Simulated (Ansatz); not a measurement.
**Geometry relaxation, with input and output: PdSi₃₁ (charge −1) (part 2 of 3)**

PdSi₃₁ (defect cell, 32 atoms in the cell, total charge −1); DFT LDA, scalar-relativistic, plane waves, PAW, spin-polarised (Ansatz 0.2.0); cutoff 420 eV, 3×3×3 k-mesh, Gaussian smearing of 0.02 eV, collinear spins. The structure derives from a Materials Project entry. It belongs to a series of runs on one base structure; here: Pd on a Si site (a), charge -1, atoms relaxed at the host's cell.

**The program's output, continued**
```
relax step   2: F+E_penalty+E_count = -25705.01939863 eV  Δ(F+E_penalty+E_count) = -7.562e-2 eV  max|allowed force component| = 2.268e-1 eV/Å  Δτ_max = 0.0551 Å  (5 SCF iters, dr2 threshold 3.25e-5 eV, accepted)
preconditioner: auto → Resta (q_TF=auto, 2.131 Å⁻¹)  ε∞=5.9  [insulator: Δε(μ)=0.031 eV  Ē_g=7.724 eV  σ=0.020 eV  W_gap=0.63  n_scr=86 (ndim 8)  ℏωp=17.2 eV  f_vac=0.000  D(μ)=21.94/eV (n_scr^D=176)  ε∞_Penn≈5.9]
spin=Collinear: Resta preconditioning applied to the charge; magnetization (m = ρ↑ − ρ↓) channel mixes plain (no charge-response kernel on spin).
preconditioner: auto → Kerker (q_TF=auto, 2.131 Å⁻¹)  [metal: Δε(μ)=0.015 eV  Ē_g=7.724 eV  σ=0.020 eV  W_gap=0.36  n_scr=86 (ndim 8)  ℏωp=17.2 eV  f_vac=0.000  D(μ)=19.54/eV (n_scr^D=140)]
spin=Collinear: Kerker preconditioning applied to the charge; magnetization (m = ρ↑ − ρ↓) channel mixes plain (no charge-response kernel on spin).
preconditioner: auto → Resta (q_TF=auto, 2.131 Å⁻¹)  ε∞=5.9  [insulator: Δε(μ)=0.040 eV  Ē_g=7.723 eV  σ=0.020 eV  W_gap=0.78  n_scr=86 (ndim 8)  ℏωp=17.2 eV  f_vac=0.000  D(μ)=15.89/eV (n_scr^D=86)  ε∞_Penn≈5.9]
spin=Collinear: Resta preconditioning applied to the charge; magnetization (m = ρ↑ − ρ↓) channel mixes plain (no charge-response kernel on spin).
the starting moments were not kept: the SCF closed with an absolute magnetisation of 5.5e-4 μB, where they sum to 1 μB in size (5 sites). That is at most 0.1 of that sum. Measured as dr2_m measures the in/out step, that magnetisation stands 6.6e-9 eV from none, at or under the dr2_threshold of 3.2e-6 eV: it is no larger than a step whose dr2_m would equal this threshold.
SCF 3 converged in 11 iterations: F = -25704.997943 eV  dr2 = 4.50e-9
relax step   3: F+E_penalty+E_count = -25704.99794285 eV  Δ(F+E_penalty+E_count) = +2.146e-2 eV  max|allowed force component| = 1.905e-1 eV/Å  Δτ_max = 0.1336 Å  (11 SCF iters, dr2 threshold 3.22e-6 eV, rejected (line search))
preconditioner: auto → Resta (q_TF=auto, 2.131 Å⁻¹)  ε∞=5.9  [insulator: Δε(μ)=0.073 eV  Ē_g=7.739 eV  σ=0.020 eV  W_gap=0.81  n_scr=86 (ndim 8)  ℏωp=17.2 eV  f_vac=0.000  D(μ)=12.33/eV (n_scr^D=78)  ε∞_Penn≈5.9]
spin=Collinear: Resta preconditioning applied to the charge; magnetization (m = ρ↑ − ρ↓) channel mixes plain (no charge-response kernel on spin).
the starting moments were not kept: the SCF closed with an absolute magnetisation of 5.6e-5 μB, where they sum to 1 μB in size (5 sites). That is at most 0.1 of that sum. Measured as dr2_m measures the in/out step, that magnetisation stands 6.0e-11 eV from none, at or under the dr2_threshold of 1.0e-7 eV: it is no larger than a step whose dr2_m would equal this threshold.
SCF 4 converged in 8 iterations: F = -25705.030482 eV  dr2 = 3.84e-9
relax step   4: F+E_penalty+E_count = -25705.03048231 eV  Δ(F+E_penalty+E_count) = -1.108e-2 eV  max|allowed force component| = 4.911e-2 eV/Å  Δτ_max = 0.0668 Å  (8 SCF iters, accepted)
preconditioner: auto → Resta (q_TF=auto, 2.131 Å⁻¹)  ε∞=5.9  [insulator: Δε(μ)=0.024 eV  Ē_g=7.729 eV  σ=0.020 eV  W_gap=0.51  n_scr=86 (ndim 8)  ℏωp=17.2 eV  f_vac=0.000  D(μ)=10.62/eV (n_scr^D=54)  ε∞_Penn≈5.9]
spin=Collinear: Resta preconditioning applied to the charge; magnetization (m = ρ↑ − ρ↓) channel mixes plain (no charge-response kernel on spin).
the starting moments were not kept: the SCF closed with an absolute magnetisation of 4.9e-5 μB, where they sum to 1 μB in size (5 sites). That is at most 0.1 of that sum. Measured as dr2_m measures the in/out step, that magnetisation stands 5.3e-11 eV from none, at or under the dr2_threshold of 1.0e-7 eV: it is no larger than a step whose dr2_m would equal this threshold.
SCF 5 converged in 8 iterations: F = -25705.030899 eV  dr2 = 5.22e-10
relax step   5: F+E_penalty+E_count = -25705.03089877 eV  Δ(F+E_penalty+E_count) = -4.165e-4 eV  max|allowed force component| = 4.442e-2 eV/Å  Δτ_max = 0.0197 Å  (8 SCF iters, accepted)
SCF iter   1: F=—  HF=-25705.032436 eV  |F-HF|=—  |Δ(HF+E_count)|=         —  Δρ=3.75e-4 (↑3.75e-4 ↓3.73e-4)  dr2=2.83e-3  dr2_m=4.63e-6  M=0.000 μB ∫|m|=0.002 μB  β_m=0.30  ethr=2.94e-5  ⟨swp⟩=3.3  Hψ=6818  notcnv=0  defer=718
preconditioner: auto → Resta (q_TF=auto, 2.131 Å⁻¹)  ε∞=5.9  [insulator: Δε(μ)=0.057 eV  Ē_g=7.729 eV  σ=0.020 eV  W_gap=0.70  n_scr=86 (ndim 8)  ℏωp=17.2 eV  f_vac=0.000  D(μ)=10.76/eV (n_scr^D=54)  ε∞_Penn≈5.9]
spin=Collinear: Resta preconditioning applied to the charge; magnetization (m = ρ↑ − ρ↓) channel mixes plain (no charge-response kernel on spin).
SCF iter   2: F=—  HF=-25705.032068 eV  |F-HF|=—  |Δ(HF+E_count)|=   3.68e-4  Δρ=2.69e-4 (↑2.69e-4 ↓2.68e-4)  dr2=1.36e-3  dr2_m=2.48e-6  M=0.000 μB ∫|m|=0.002 μB  β_m=0.65  ethr=1.98e-6  ⟨swp⟩=1.0  Hψ=3360  notcnv=0  defer=718
SCF iter   3: F=—  HF=-25705.031748 eV  |F-HF|=—  |Δ(HF+E_count)|=   3.19e-4  Δρ=2.59e-5 (↑2.59e-5 ↓2.59e-5)  dr2=1.40e-5  dr2_m=2.47e-8  M=0.000 μB ∫|m|=0.000 μB  β_m=0.75  ethr=9.51e-7  ⟨swp⟩=2.0  Hψ=3276  notcnv=0  defer=718
SCF iter   4: F=—  HF=-25705.031952 eV  |F-HF|=—  |Δ(HF+E_count)|=   2.04e-4  Δρ=1.45e-5 (↑1.45e-5 ↓1.45e-5)  dr2=7.62e-6  dr2_m=1.30e-9  M=0.000 μB ∫|m|=0.000 μB  β_m=0.63  ethr=9.79e-9  ⟨swp⟩=2.0  Hψ=4172  notcnv=0  defer=718
SCF iter   5: F=—  HF=-25705.031951 eV  |F-HF|=—  |Δ(HF+E_count)|=   1.00e-6  Δρ=5.10e-6 (↑5.10e-6 ↓5.06e-6)  dr2=7.76e-7  dr2_m=7.43e-10  M=0.000 μB ∫|m|=0.000 μB  β_m=0.65  ethr=5.33e-9  ⟨swp⟩=2.0  Hψ=4162  notcnv=0  defer=718
SCF iter   6: F=-25705.031951 eV  HF=-25705.031951 eV  |F-HF|=5.14e-9  |Δ(HF+E_count)|=   5.83e-8  Δρ=1.31e-6 (↑1.31e-6 ↓1.28e-6)  dr2=4.36e-8  dr2_m=9.39e-11  M=0.000 μB ∫|m|=0.000 μB  ethr=6.99e-11  ⟨swp⟩=15.5  Hψ=20683  notcnv=0
the starting moments were not kept: the SCF closed with an absolute magnetisation of 2.7e-5 μB, where they sum to 1 μB in size (5 sites). That is at most 0.1 of that sum. Measured as dr2_m measures the in/out step, that magnetisation stands 1.2e-11 eV from none, at or under the dr2_threshold of 1.0e-7 eV: it is no larger than a step whose dr2_m would equal this threshold.
SCF 6 converged in 6 iterations: F = -25705.031951 eV  dr2 = 4.36e-8
relax step   6: F+E_penalty+E_count = -25705.03195068 eV  Δ(F+E_penalty+E_count) = -1.052e-3 eV  max|allowed force component| = 1.848e-2 eV/Å  Δτ_max = 0.0162 Å  (6 SCF iters, accepted)
```

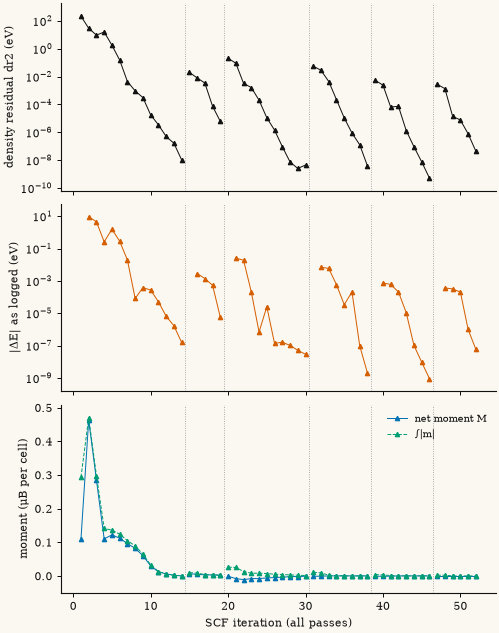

Fig. 1: Convergence of the self-consistent field: density residual dr2, size of the energy change and magnetic moment against the SCF iteration. The dotted lines part the SCF passes of the relaxation: geometry steps, rejected trials and re-solves on a re-selected basis. The 6 passes take 5 to 14 iterations each, 52 in all. The net moment goes from 0.1 to 0.0 μB per cell, and ∫|m| falls to zero.

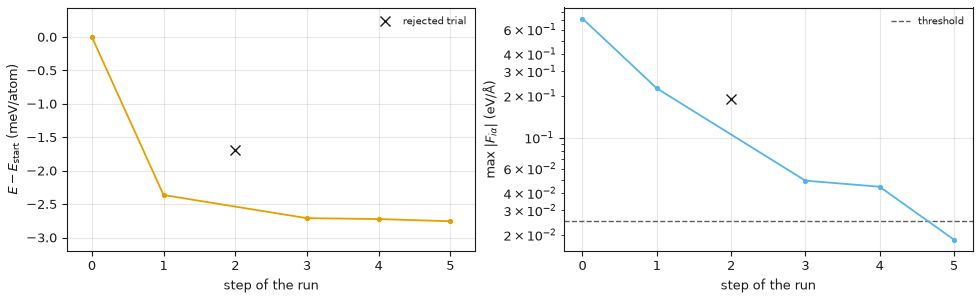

Fig. 2: Progress of the relaxation, step by step (the first geometry is step 0 here and step 1 in the log).

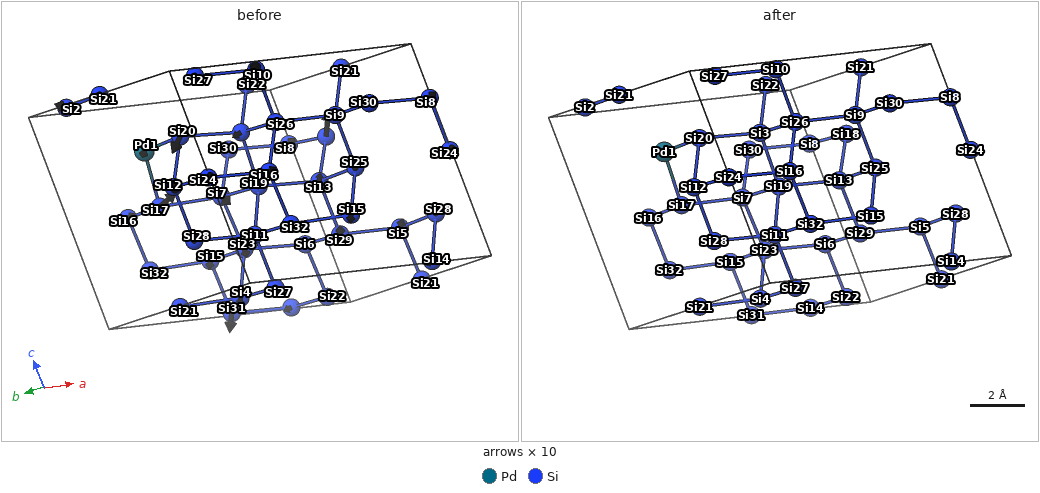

Fig. 3: Before (left) and after (right) the relaxation, at one scale (ball-and-stick view of the cell of the calculation, seen at an oblique angle). The black arrows give the displacements, magnified 10 times. Over 5 geometry steps the energy falls by 2.8 meV per atom. Largest force component: 0.72 eV/Å at the start, 0.018 eV/Å at the end. The line search rejected the trial step at point 2 (counted from 0) and went back. The largest move is that of Si18, 0.10 Å. By element the largest moves are Si 0.10 Å, Pd 0.03 Å. The lattice vectors keep their values. Among the contacts that change: Si2–Si18 2.412 → 2.360 Å, Si13–Si18 2.280 → 2.322 Å, Pd1–Si17 2.347 → 2.307 Å, Si12–Si20 2.400 → 2.360 Å. Among the angles that change: Si17–Pd1–Si18 99.4° → 104.5°, Pd1–Si17–Si7 101.8° → 106.3°, Pd1–Si31–Si10 102.6° → 106.3°. (Atoms are counted from 1 in the order of the input.)

```
SCF converged after 6 iterations
Magnetization: 0.0000 μB (71.5000 up, 71.5000 down)
Absolute magnetization: 0.0000 μB (∫|ρ↑−ρ↓|, with the PAW one-centre terms)
Spin contamination: 0.0000 ħ² per cell (⟨S²⟩ above its minimum at these occupations)
Per-site moments (μB) at R_I (Å): [(1.0932852744376813e-6, 0.951374567829096), (5.915121859611793e-8, 0.9681867578695929), (3.1611100222685726e-7, 0.9590799114447361), (-9.177502484451243e-9, 0.9574166458939147), (2.6076865378495227e-7, 0.9590300417331071), (1.5613674932604334e-7, 0.9688579165999092), (9.324023416728896e-8, 0.96813313798174), (2.851597890679938e-7, 0.9588668850987452), (1.4573686293183387e-7, 0.9631417104698953), (7.267662790031106e-8, 0.9678641922436464), (-8.40268633266463e-9, 0.9625992600262772), (2.4313591484610638e-8, 0.9679985344014934), (2.268295910885996e-9, 0.9577374906518185), (-6.8384946582018286e-9, 0.9571177454378132), (2.813824741832209e-7, 0.959308191207818), (-1.133453247998225e-8, 0.9575099986061177), (6.115359517780978e-7, 0.9516068123233631), (7.103796317387535e-7, 0.95158603567846), (-3.203545511502403e-8, 0.9626762828139079), (6.045848736326221e-7, 0.951374567829096), (1.3019674085937757e-7, 0.9632775168410431), (1.8637414454173524e-7, 0.9666990842667443), (1.9043454549275283e-7, 0.9665482507261196), (1.6590275020665793e-7, 0.9667347246633764), (1.3828376575194314e-7, 0.9631986406070516), (1.6315437393191048e-7, 0.9631417104698953), (-1.1910662989527966e-8, 0.96265011311529), (2.1879276925533706e-9, 0.9625992600262772), (1.6492643532361894e-7, 0.9666012992657563), (1.5986737281205635e-7, 0.963213816006718), (5.155085776244889e-7, 0.9516862933785908), (-2.4332221989623595e-8, 0.9626763083583666)]
Free energy (F): -25705.031951 eV
Harris-Foulkes:  -25705.031951 eV  (|F-HF|=5.14e-9)
Internal energy: -25705.029876 eV  (E = F + TS)
E sigma→0 (E₀):  -25705.030913 eV
Entropy (-TS):   -0.002075 eV (-0.065 meV/atom)
Fermi energy:    6.763970 eV
--- Per-component energies (eV) ---
  E_band       = -223.409991
  E_kinetic    = 1788.349679
  E_local      = -5145.948900  (includes V_loc(G=0)·N_el)
  E_nonlocal   = 1065.249709
  E_hartree    = 2090.381191
  E_xc         = -1880.400216
  E_vxc        = -1689.740286  (∫ρ·V_xc dr)
  E_paw        = -18693.881491  (= ΣΔE_a)
  E_vpaw       = -422.090539  (= ΣTr[D̂ρ^β])
  E_aug_tail   = 0.000378  (compensation charges beyond the density's cutoff)
  E_ewald      = -4932.075212
  E_core_change = 3.294986  (= ΣΔE_core)
  E_smearing   = -0.002075  (= −TS)
  E_closure    = -0.000000  (closes the sum)
  E_deformation_potential = -12.936839  (in the stress; not in F)
  Σ components = -25705.031951   (vs F -25705.031951, Δ=0.00e0)
--- Forces (eV/Å), atoms counted from 1 ---
  atom   1  Pd     0.00289871    -0.00227047    -0.00677234
  atom   2  Si     0.00086279     0.00634977     0.01256317
  atom   3  Si     0.00437283     0.01121316     0.00300822
  atom   4  Si    -0.00215445     0.00060007     0.00505229
  atom   5  Si     0.00166353    -0.00398643     0.00556733
  atom   6  Si    -0.00085923     0.00727037     0.00061425
  atom   7  Si    -0.00398693    -0.00259352     0.00796260
  atom   8  Si    -0.00276114    -0.00052492    -0.00933926
  atom   9  Si     0.00254078    -0.00755954    -0.00119322
  atom  10  Si     0.00467832     0.00914634    -0.00323455
  atom  11  Si     0.00137370    -0.01299492     0.01552097
  atom  12  Si    -0.00491013    -0.00233527    -0.01259460
  atom  13  Si     0.00297578    -0.00797729    -0.00047000
  atom  14  Si    -0.00067546    -0.00057502     0.00700175
  atom  15  Si    -0.00591114    -0.01830881    -0.00896960
  atom  16  Si     0.00089754     0.00511421    -0.00601356
  atom  17  Si    -0.00450579    -0.00263187    -0.00073841
  atom  18  Si     0.00134237     0.00603117    -0.00256783
  atom  19  Si     0.01847649    -0.00609160    -0.00472231
  atom  20  Si    -0.00389596     0.00257493     0.00414223
  atom  21  Si     0.00434070    -0.00556763    -0.01001908
  atom  22  Si    -0.00618170    -0.01259799     0.00275161
  atom  23  Si     0.01171060     0.00776280    -0.00061625
  atom  24  Si     0.00535487    -0.00495856    -0.00726248
  atom  25  Si    -0.00365938    -0.00177611     0.01555097
  atom  26  Si    -0.00239163     0.00821982     0.01045502
  atom  27  Si    -0.00653148     0.00645053     0.00329548
  atom  28  Si    -0.00385093     0.00016909     0.01249950
  atom  29  Si    -0.01251525     0.00007622    -0.00519268
  atom  30  Si     0.00383734     0.00930191    -0.00933674
  atom  31  Si     0.00780593     0.00407812    -0.00425682
  atom  32  Si    -0.01034008     0.00840158    -0.01268108
  max |Σ_I F_I| component: 1.01e-5 eV/Å
--- Charged-cell corrections in eV (Makov–Payne, q = -1.000 e, ε = 13.264) ---
  F (periodic)     = -25705.031951  (uncorrected; the corrections below are reported, never added to it)
  E_corr1          = +0.182847  (monopole, q²α_M/2εL)
  F Makov-Payne    = -25704.849104  (F + E_corr1; no measured alignment; for a localised charge, not one spread in a band: unchecked)
  no potential alignment in this run, which stands beside a crystal: run the host's input off ansatz write-host-input, and read the two finished runs by ansatz place-levels (neither reads a slab, a wire or a sheet, whose cell leaves a vacuum)
--- Band table (eV; the first three rows and the last of 28) ---
  k-point 0 ↑: bands = ["-78.3814", "-44.2381", "-44.1623", "-44.1545", "-5.5818", "-3.6311", "-3.6020", "-3.5898", "-3.5863", "-3.5828", "-3.5757", "-3.5727", "-3.5627", "-3.5140", "-3.4961", "-3.4948", "-2.6334", "-1.4664", "-1.4420", "-1.4183", "-1.4170", "-1.4042", "-0.7235", "0.7107", "0.7186", "0.7855", "0.8790", "0.8816", "0.8823", "0.9002", "0.9030", "0.9622", "0.9651", "0.9865", "2.2375", "2.2409", "2.2613", "2.2771", "2.3324", "2.3555", "2.5621", "2.5749", "2.5767", "2.8737", "2.8760", "2.8955", "3.1448", "3.1592", "3.2305", "3.3044", "3.3078", "3.5283", "3.5321", "3.5401", "3.5417", "3.9002", "3.9033", "3.9037", "5.0453", "5.0575", "5.0630", "5.0659", "5.1022", "5.1236", "5.1260", "5.2207", "5.3898", "5.9021", "5.9094", "5.9574", "7.0453", "7.1655", "7.1729", "7.1972", "7.2559", "7.2692", "7.3700", "7.5336", "7.5549", "8.7736", "8.7750", "8.7985", "8.8161", "8.8485", "8.8507", "8.8752", "8.8898", "8.8918", "9.1262", "9.1771", "9.2419", "9.3038", "9.4048", "9.4127", "10.2351", "11.1664", "11.1676", "11.1685", "11.1776", "11.1865", "11.1873", "11.1902", "11.3126", "11.3747"]
```
